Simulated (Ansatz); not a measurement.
S

```cif
data_structure
_symmetry_space_group_name_H-M 'P 1'
_symmetry_Int_Tables_number 1
_cell_length_a 12.9349
_cell_length_b 10.3659
_cell_length_c 8.5765
_cell_angle_alpha 90.000
_cell_angle_beta 106.195
_cell_angle_gamma 90.000
_cell_volume 1104.32
loop_
_atom_site_label
_atom_site_type_symbol
_atom_site_fract_x
_atom_site_fract_y
_atom_site_fract_z
_atom_site_occupancy
S1 S 0.33461 0.58373 0.14178 1
S2 S 0.83461 0.08373 0.14178 1
S3 S 0.29755 0.30125 0.81272 1
S4 S 0.79755 0.80125 0.81272 1
S5 S 0.20245 0.19875 0.18728 1
S6 S 0.70245 0.69875 0.18728 1
S7 S 0.16539 0.91627 0.85822 1
S8 S 0.66539 0.41627 0.85822 1
S9 S 0.07578 0.68742 0.56953 1
S10 S 0.57578 0.18742 0.56953 1
S11 S 0.07369 0.53771 0.72972 1
S12 S 0.57369 0.03771 0.72972 1
S13 S 0.33461 0.41627 0.64178 1
S14 S 0.83461 0.91627 0.64178 1
S15 S 0.07286 0.06424 0.72737 1
S16 S 0.57286 0.56424 0.72737 1
S17 S 0.20245 0.80125 0.68728 1
S18 S 0.70245 0.30125 0.68728 1
S19 S 0.16539 0.08373 0.35822 1
S20 S 0.66539 0.58373 0.35822 1
S21 S 0.42714 0.56424 0.77263 1
S22 S 0.92714 0.06424 0.77263 1
S23 S 0.07369 0.46229 0.22972 1
S24 S 0.57369 0.96229 0.22972 1
S25 S 0.07578 0.31258 0.06953 1
S26 S 0.57578 0.81258 0.06953 1
S27 S 0.42714 0.43576 0.27263 1
S28 S 0.92714 0.93576 0.27263 1
S29 S 0.42422 0.81258 0.43047 1
S30 S 0.92422 0.31258 0.43047 1
S31 S 0.07286 0.93576 0.22737 1
S32 S 0.57286 0.43576 0.22737 1
S33 S 0.29755 0.69875 0.31272 1
S34 S 0.79755 0.19875 0.31272 1
S35 S 0.42631 0.03771 0.77028 1
S36 S 0.92631 0.53771 0.77028 1
S37 S 0.42631 0.96229 0.27028 1
S38 S 0.92631 0.46229 0.27028 1
S39 S 0.42422 0.18742 0.93047 1
S40 S 0.92422 0.68742 0.93047 1
```

Space group C2/c; a structure from a database of computed crystals, not necessarily the ambient phase; not relaxed (largest force 0.3 eV/Å).

Computed with Ansatz 0.2.0, DFT, PBE, plane-wave PAW, default files, scalar-relativistic.

> Predict the valence pseudo-density and electron localisation function between the atoms.

S–S (2.08 Å): the density is about 0.98 e/Å³ at the midpoint; the ELF peaks at about 0.80 between the atoms, as expected for localised, covalent bonding.

> Metal or insulator at this level of theory?

It is gapped, with a Kohn–Sham gap of 2.0 eV on the k-point mesh, an upper bound to the gap of this method.

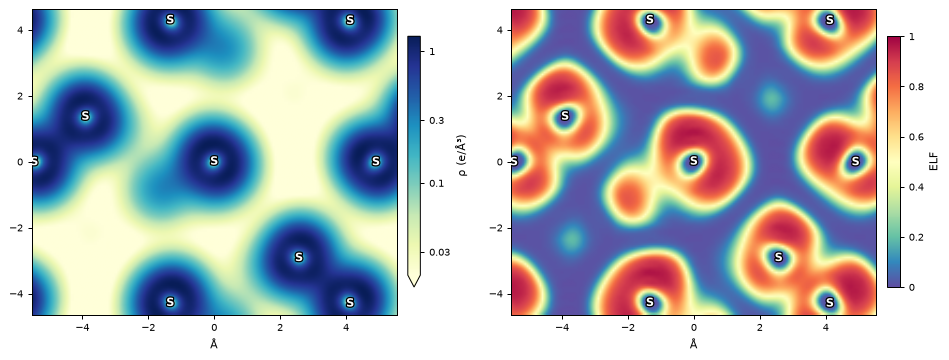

Computed valence pseudo-density and electron localisation function on the (100) plane of the conventional cell, in this order. 

Core electrons are frozen (PAW), and the valence fields are smoothed inside the atomic spheres.
